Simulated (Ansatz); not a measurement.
Run report: SnSe, single-point calculation

- system: SnSe (4 atoms in the cell)
- method: independent-particle optics of PBE bands, plane waves, PAW, no spin polarisation (Ansatz 0.2.0)

The structure was built on a prototype by a generator. The geometry comes from this level: r2SCAN. Figures and captions count atoms from 1; the log counts them from 0 in places.

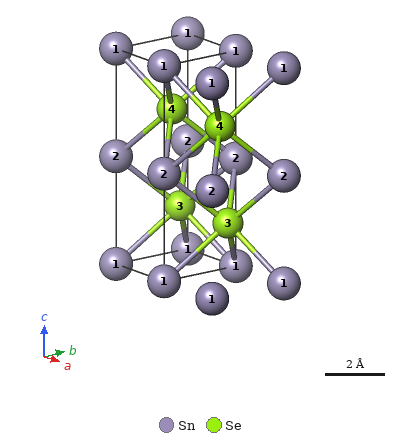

Fig. 1: The structure (ball-and-stick view of the cell of the calculation, repeated 2 × 1 × 1, seen slightly off an axis; atoms are numbered from 1 in the order of the input). Near neighbours in the crystal (not all of them lie inside the picture): Sn has 6 Se at 3.03 Å; Se has 6 Sn at 3.03 Å.

### Input file
```yaml
crystal:
  lattice:
    - [4.1382210466, 0.0, 0.0]
    - [-2.0691105233, 3.5838045528, 0.0]
    - [0.0, 0.0, 7.4840920919]
  atoms:
    - { symbol: Sn, position: [0.0, 0.0, 0.0] }
    - { symbol: Sn, position: [0.0, 0.0, 0.5] }
    - { symbol: Se, position: [0.3333333333, 0.6666666667, 0.25] }
    - { symbol: Se, position: [0.6666666667, 0.3333333333, 0.75] }
kpoints:
  mp_grid: { grid: [6, 6, 4] }
hamiltonian:
  xc: pbe
scf:
  occupations: { method: fermi_dirac, width: 0.02 }
output:
  optics:
    e_range: [0, 12]
    de: 0.05
    sigma: 0.1
    bands: { spectra_wanted_up_to: 12 }
```

Hardware: 4 threads of AMD EPYC (Zen 3), 189 GiB of memory available, shared host.

Run as:
```bash
ansatz run input.yaml --threads 4 --pin off --max-ram 3686MiB --backend cpu --events-out ev --progress --plain --runs-dir out
```

### Log
```
Engine: ansatz 0.2.0, x86_64-unknown-linux-gnu
Pseudopotentials: kind: paw
Pseudopotential: Sn, paw, valence charge 14, recommended cutoff 420 eV (normal), Sn.paw.azcp
Pseudopotential: Se, paw, valence charge 16, recommended cutoff 420 eV (normal), Se.paw.azcp
Functional definition: PBE
  parameter kappa = 0.804
  parameter beta = 0.06672455060314922
  exchange = pbe_x(kappa = kappa, mu = beta*pi^2/3)
  correlation = pbe_c(beta = beta)
Crystal: 4 atoms, lattice volume = 110.993 Å³
Basis set: ecut = 420 eV, 2125 PW (Γ)
Bands: 36, of which v1, the nominal top of the filled ones, is band 30 counted from 1 (29 counted from 0)
Symmetry: 24 space group operations
Space group: P63/mmc (ITA 194), of the structure as read, at distance tolerance 4.8e-5 Å
k-points: 21 of 144
Non-local potential: Sn, projectors of the file, l = 0: 2, l = 1: 2, l = 2: 2, l = 3: 2
Non-local potential: Se, projectors of the file, l = 0: 2, l = 1: 2, l = 2: 3, l = 3: 1
PAW form: soft (Blöchl's): semilocal exchange-correlation on the pseudo side does not see the compensation charge
PAW one-centre angular grid: Sn, 590 points (default); XC on 64 Gauss nodes
PAW one-centre angular grid: Se, 590 points (default); XC on 64 Gauss nodes
Initial density: superposition of atomic densities (neutral atoms: chi_scale 0, normalization atom), corrected by the library's trained network
Initial wavefunctions: pseudopotential atomic-orbital guess
Functional: x = pbe(κ = 0.804, μ = 0.2195149727645171), c = pbe(β = 0.06672455060314922)
SCF iter   1: F=—  HF=-22988.083541 eV  |F-HF|=—  |Δ(HF+E_count)|=         —  Δρ=1.19e-3  dr2=1.75e-3  ethr=1.77e-3  ⟨swp⟩=7.2  Hψ=3137  notcnv=0
preconditioner: auto → LDOS  [insulator: Δε(μ)=0.079 eV  Ē_g=16.473 eV  σ=0.020 eV  W_gap=0.71  n_scr=34 (ndim 8)  ℏωp=22.3 eV  f_vac=0.025  D(μ)=0.92/eV (n_scr^D=2)  ε∞_Penn≈2.8  β→1.0]
SCF iter   2: F=—  HF=-22988.083032 eV  |F-HF|=—  |Δ(HF+E_count)|=   5.10e-4  Δρ=5.91e-4  dr2=3.53e-4  ethr=2.91e-6  ⟨swp⟩=2.0  Hψ=1652  notcnv=0  defer=29
SCF iter   3: F=—  HF=-22988.082805 eV  |F-HF|=—  |Δ(HF+E_count)|=   2.27e-4  Δρ=1.37e-4  dr2=2.41e-5  ethr=5.89e-7  ⟨swp⟩=2.0  Hψ=1372  notcnv=0  defer=29
SCF iter   4: F=—  HF=-22988.082798 eV  |F-HF|=—  |Δ(HF+E_count)|=   7.07e-6  Δρ=3.98e-5  dr2=1.94e-6  ethr=4.02e-8  ⟨swp⟩=2.0  Hψ=1357  notcnv=0  defer=29
SCF iter   5: F=—  HF=-22988.082799 eV  |F-HF|=—  |Δ(HF+E_count)|=   6.57e-7  Δρ=8.80e-6  dr2=1.51e-7  ethr=3.24e-9  ⟨swp⟩=2.0  Hψ=1147  notcnv=0  defer=29
SCF iter   6: F=—  HF=-22988.082799 eV  |F-HF|=—  |Δ(HF+E_count)|=   4.38e-8  Δρ=2.29e-6  dr2=4.05e-9  ethr=2.51e-10  ⟨swp⟩=2.0  Hψ=1359  notcnv=0  defer=29
SCF iter   7: F=—  HF=-22988.082799 eV  |F-HF|=—  |Δ(HF+E_count)|=   3.27e-9  Δρ=6.60e-7  dr2=3.18e-10  ethr=6.75e-12  ⟨swp⟩=2.0  Hψ=1359  notcnv=0  defer=29
SCF iter   8: F=-22988.082799 eV  HF=-22988.082799 eV  |F-HF|=3.64e-12  |Δ(HF+E_count)|=  2.26e-10  Δρ=8.97e-8  dr2=6.22e-12  ethr=1.00e-12  ⟨swp⟩=5.3  Hψ=2748  notcnv=0
SCF 1 converged in 8 iterations: F = -22988.082799 eV  dr2 = 6.22e-12
  greatest PAW one-centre occupation: 1.000 electrons in one spin orbital (limit 2), on the Se atom at site 3 (counted from 0), in its partial waves of l = 2
NSCF: frozen V_eff on 21 k-points
Optics k sum: 0 of 21 k-points
Optics k sum: 2 of 21 k-points
Optics k sum: 3 of 21 k-points
Optics k sum: 4 of 21 k-points
Optics k sum: 5 of 21 k-points
Optics k sum: 6 of 21 k-points
Optics k sum: 7 of 21 k-points
Optics k sum: 8 of 21 k-points
Optics k sum: 9 of 21 k-points
Optics k sum: 10 of 21 k-points
Optics k sum: 11 of 21 k-points
Optics k sum: 12 of 21 k-points
Optics k sum: 13 of 21 k-points
Optics k sum: 14 of 21 k-points
Optics k sum: 15 of 21 k-points
Optics k sum: 16 of 21 k-points
Optics k sum: 17 of 21 k-points
Optics k sum: 18 of 21 k-points
Optics k sum: 19 of 21 k-points
Optics k sum: 20 of 21 k-points
Optics k sum: 21 of 21 k-points
Optics k sum: 0 of 21 k-points
Optics k sum: 2 of 21 k-points
Optics k sum: 3 of 21 k-points
Optics k sum: 4 of 21 k-points
Optics k sum: 5 of 21 k-points
Optics k sum: 6 of 21 k-points
Optics k sum: 7 of 21 k-points
Optics k sum: 8 of 21 k-points
Optics k sum: 9 of 21 k-points
Optics k sum: 10 of 21 k-points
Optics k sum: 11 of 21 k-points
Optics k sum: 12 of 21 k-points
Optics k sum: 13 of 21 k-points
Optics k sum: 14 of 21 k-points
Optics k sum: 15 of 21 k-points
Optics k sum: 16 of 21 k-points
Optics k sum: 17 of 21 k-points
Optics k sum: 18 of 21 k-points
Optics k sum: 19 of 21 k-points
Optics k sum: 20 of 21 k-points
Optics k sum: 21 of 21 k-points
Optics k sum: 0 of 21 k-points
Optics k sum: 2 of 21 k-points
Optics k sum: 3 of 21 k-points
Optics k sum: 4 of 21 k-points
Optics k sum: 5 of 21 k-points
Optics k sum: 6 of 21 k-points
Optics k sum: 7 of 21 k-points
Optics k sum: 8 of 21 k-points
Optics k sum: 9 of 21 k-points
Optics k sum: 10 of 21 k-points
Optics k sum: 11 of 21 k-points
Optics k sum: 12 of 21 k-points
Optics k sum: 13 of 21 k-points
Optics k sum: 14 of 21 k-points
Optics k sum: 15 of 21 k-points
Optics k sum: 16 of 21 k-points
Optics k sum: 17 of 21 k-points
Optics k sum: 18 of 21 k-points
Optics k sum: 19 of 21 k-points
Optics k sum: 20 of 21 k-points
Optics k sum: 21 of 21 k-points
Optics k sum: 0 of 21 k-points
Optics k sum: 2 of 21 k-points
Optics k sum: 3 of 21 k-points
Optics k sum: 4 of 21 k-points
Optics k sum: 5 of 21 k-points
Optics k sum: 6 of 21 k-points
Optics k sum: 7 of 21 k-points
Optics k sum: 8 of 21 k-points
Optics k sum: 9 of 21 k-points
Optics k sum: 10 of 21 k-points
Optics k sum: 11 of 21 k-points
Optics k sum: 12 of 21 k-points
Optics k sum: 13 of 21 k-points
Optics k sum: 14 of 21 k-points
Optics k sum: 15 of 21 k-points
Optics k sum: 16 of 21 k-points
Optics k sum: 17 of 21 k-points
Optics k sum: 18 of 21 k-points
Optics k sum: 19 of 21 k-points
Optics k sum: 20 of 21 k-points
Optics k sum: 21 of 21 k-points
Optics k sum: 0 of 21 k-points
Optics k sum: 2 of 21 k-points
Optics k sum: 3 of 21 k-points
Optics k sum: 4 of 21 k-points
Optics k sum: 5 of 21 k-points
Optics k sum: 6 of 21 k-points
Optics k sum: 7 of 21 k-points
Optics k sum: 8 of 21 k-points
Optics k sum: 9 of 21 k-points
Optics k sum: 10 of 21 k-points
Optics k sum: 11 of 21 k-points
Optics k sum: 12 of 21 k-points
Optics k sum: 13 of 21 k-points
Optics k sum: 14 of 21 k-points
Optics k sum: 15 of 21 k-points
Optics k sum: 16 of 21 k-points
Optics k sum: 17 of 21 k-points
Optics k sum: 18 of 21 k-points
Optics k sum: 19 of 21 k-points
Optics k sum: 20 of 21 k-points
Optics k sum: 21 of 21 k-points
output.optics: what the bands over the 63 summed would add to eps1, eps2 and the energy-loss function is held between a lower and an upper bound (7 Lanczos steps). eps1, eps2 and their loss function (loss_summed_bands) are given on every row as the summed bands alone make them. Along an axis, on a row where the two bounds hold the loss function to about 1 % of the greater of itself and 0.5 % of |1/eps|, its cell (loss_completed) is given, with the completed eps1 and eps2 that it is formed of (a cell that is left empty reads nan in the table and null in the record). The two bounds hold it so along every axis on all 240 rows up to 12.000 eV. The run works to bound the rows up to 12.000 eV and no higher ones: a peak of the loss function over that energy may be left empty with no warning. To have the run work for it, set output.optics.bands.spectra_wanted_up_to to a higher energy. perfect_screening_sum, loss_f_sum_n_eff and, beside carriers, perfect_screening_limit are those of loss_summed_bands: over the bounded function the two sums would run over rows that are not all bounded, and lack what the bands left out lay past the top of the energy grid. Bounded is said of the bands left out alone, which are those that the basis at basis.ecutwfc holds: it says nothing of that cutoff, of the k-point mesh, of what the sum inside its cells errs by (eps2_relative_error), of the factors of all_electron_strengths, nor of how far the SCF is converged. The bands left out are taken at the k-points, and what their mean over the points' cells stands off that by is in neither bound: the run's estimate of it, which the test of a row counts in, is 0.05 % of |eps| at the most among the values given; where the mean stood off by over 0.5 % the points' spread read 0.1 to 3 times that
SCF converged after 8 iterations
Free energy (F): -22988.082799 eV
Harris-Foulkes:  -22988.082799 eV  (|F-HF|=3.64e-12)
Internal energy: -22988.081257 eV  (E = F + TS)
E sigma→0 (E₀):  -22988.082028 eV
Entropy (-TS):   -0.001542 eV (-0.385 meV/atom)
Fermi energy:    8.914860 eV
--- Per-component energies (eV) ---
  E_band       = -965.697991
  E_kinetic    = 605.990894
  E_local      = -6727.202157  (includes V_loc(G=0)·N_el)
  E_nonlocal   = -1257.269415
  E_hartree    = 3531.115182
  E_xc         = -975.172721
  E_vxc        = -389.552390  (∫ρ·V_xc dr)
  E_paw        = -12087.300543  (= ΣΔE_a)
  E_vpaw       = -259.894166  (= ΣTr[D̂ρ^β])
  E_aug_tail   = -0.001235  (compensation charges beyond the density's cutoff)
  E_ewald      = -6078.241261
  E_smearing   = -0.001542  (= −TS)
  E_closure    = 0.000000  (closes the sum)
  Σ components = -22988.082799   (vs F -22988.082799, Δ=0.00e0)
--- Band table (eV; the first three rows and the last of 21) ---
  k-point 0: bands = ["-38.7836", "-38.7835", "-38.7769", "-38.7769", "-38.7768", "-38.7768", "-38.7526", "-38.7526", "-38.7526", "-38.7526", "-12.8408", "-12.8240", "-12.8240", "-12.8199", "-12.8199", "-12.8116", "-12.8116", "-12.7946", "-12.7946", "-12.7888", "-4.9172", "-4.1372", "0.5714", "3.4446", "6.1622", "6.9366", "6.9366", "7.2675", "7.2675", "8.8956", "10.0728", "11.7058", "11.7058", "11.7216", "11.7216", "13.4834"]
  k-point 1: bands = ["-38.7836", "-38.7836", "-38.7768", "-38.7768", "-38.7768", "-38.7768", "-38.7526", "-38.7526", "-38.7526", "-38.7526", "-12.8332", "-12.8232", "-12.8232", "-12.8204", "-12.8204", "-12.8093", "-12.8093", "-12.7972", "-12.7972", "-12.7964", "-4.8248", "-4.2808", "0.9232", "2.8586", "6.6709", "6.9873", "6.9873", "7.2222", "7.2222", "8.4086", "10.5853", "11.6313", "11.6313", "11.6514", "11.6514", "12.5945"]
  k-point 2: bands = ["-38.7836", "-38.7836", "-38.7768", "-38.7768", "-38.7768", "-38.7768", "-38.7526", "-38.7526", "-38.7526", "-38.7526", "-12.8217", "-12.8217", "-12.8217", "-12.8217", "-12.8148", "-12.8148", "-12.8033", "-12.8033", "-12.8033", "-12.8033", "-4.5771", "-4.5771", "1.8054", "1.8054", "7.1075", "7.1075", "7.1075", "7.1075", "7.5660", "7.5660", "11.5136", "11.5136", "11.5743", "11.5743", "11.5743", "11.5743"]
  k-point 20: bands = ["-38.7835", "-38.7835", "-38.7769", "-38.7769", "-38.7769", "-38.7769", "-38.7525", "-38.7525", "-38.7525", "-38.7525", "-12.8210", "-12.8210", "-12.8147", "-12.8147", "-12.8087", "-12.8087", "-12.8078", "-12.8078", "-12.8038", "-12.8038", "-3.7544", "-3.7544", "1.5642", "1.5642", "4.1673", "4.1673", "6.5677", "6.5677", "6.9325", "6.9325", "8.9601", "8.9601", "12.5434", "12.5434", "14.0467", "14.0467"]
```

### Key numbers

```json
{"quantity": "outcome", "value": "converged"}
{"quantity": "space group (tolerance 0.01 Å)", "value": "P6₃/mmc (194)"}
{"quantity": "electrons treated", "value": "60"}
{"quantity": "free energy", "value": "−22988.0828 eV"}
{"quantity": "Fermi energy", "value": "8.915 eV"}
{"quantity": "band gap", "value": "none (metallic)"}
{"quantity": "wall time", "value": "3.4 min (CPU time 11 min)"}
{"quantity": "peak memory", "value": "0.99 GiB"}
```

### Notes

The program warns: the optical spectrum is taken on partly filled bands.
